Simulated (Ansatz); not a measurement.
CsH

The calculation's input:

```
crystal:
  lattice:
    - [3.14018, 3.14018, 0.0]
    - [-3.14018, 3.14018, 0.0]
    - [0.0, 0.0, 6.75856]
  atoms:
    - { symbol: Cs, position: [0.0, 0.0, 0.0] }
    - { symbol: Cs, position: [0.5, 0.5, 0.5] }
    - { symbol: H, position: [0.5, 0.5, 0.0] }
    - { symbol: H, position: [0.0, 0.0, 0.5] }
basis:
  ecutwfc: 500
kpoints:
  mp_grid: { grid: [6, 6, 4] }
hamiltonian:
  xc: r2scan
scf:
  occupations: { method: gaussian, width: 0.02 }
output:
  forces: true
  stress: true
  eigenvalues: true
  write_density: true
  write_potential: true
  elf: true
  volumetric_format: npy
relax:
  adjacent_minimum: "off"
  f_tol: 0.008
  max_steps: 40
  cell: { stress_tol: 0.015, fix: [c, angles] }
```

Command:

```sh
ansatz run input.yaml --threads 1 --pin off --max-ram 2560MiB --backend cpu --events-out ev --progress --plain --runs-dir out
```

Below, planes, directions and counts refer to the conventional cell (a = 4.49 Å, b = 4.49 Å, c = 6.76 Å, α = 90.00°, β = 90.00°, γ = 90.00°).

The fields are those of the run's last geometry, not of the input's.

Space group I4/mmm; changed on purpose from its base cell (uniaxial strain along c, a, b and atoms relaxed: +6.0 %).

Level of theory: Ansatz 0.2.0, DFT r2SCAN, scalar-relativistic, plane waves, PAW.

In a PAW calculation such maps are meaningful between the atoms, not at the nuclei.

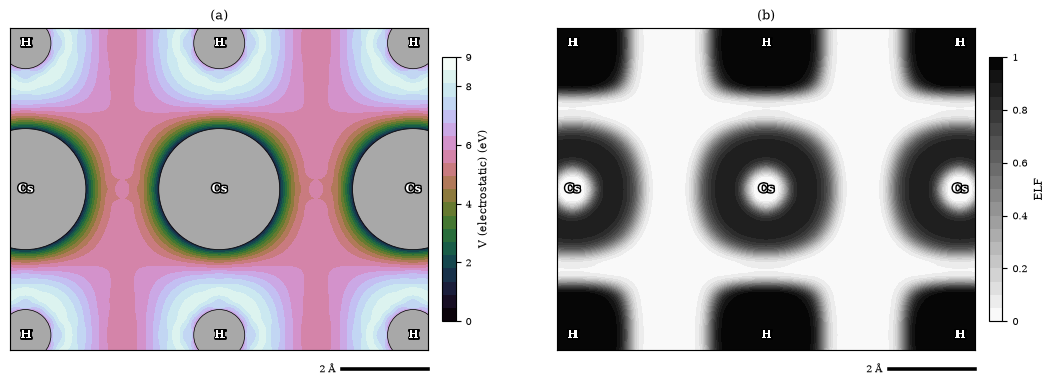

Figure 1. (a) electrostatic potential energy of an electron; (b) electron localisation function on the (100) plane of the conventional cell. Grey discs cover the atomic cores in the potential map.

**What does the map show?**

Atoms in the plane: Cs and H.
Cs–H (3.38 Å): the ELF climbs to about 1 towards the hydrogen.
The features right at Cs lie inside the PAW spheres, where the map follows smoothed inner orbitals and isn't to be read closely.
Outside the cores the potential energy rises away from the atoms and is highest about 1.0 Å from the nearest atoms; its zero is arbitrary.

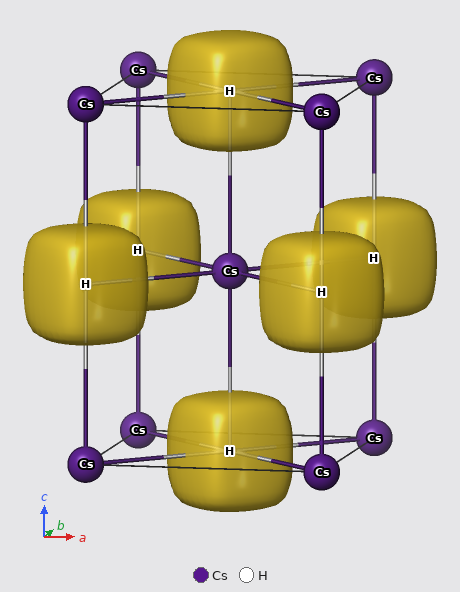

Figure 2. Isosurface of the electron localisation function at 0.75 (yellow), seen slightly off an axis. Core shells and regions of very low density are left out. Sticks mark near contacts.

**Describe the localisation domains.**

The surface consists of two regions around hydrogen nuclei, counted in one cell of 4 atoms. Any copies at cell faces, edges or corners count once. Profiles from the grid: Cs–H (3.17 Å): the ELF climbs to about 1 towards the hydrogen.

**Metal or insulator at this level of theory?**

It is gapped, with a Kohn–Sham gap of 2.7 eV on the k-point mesh, an upper bound to the gap of this method.
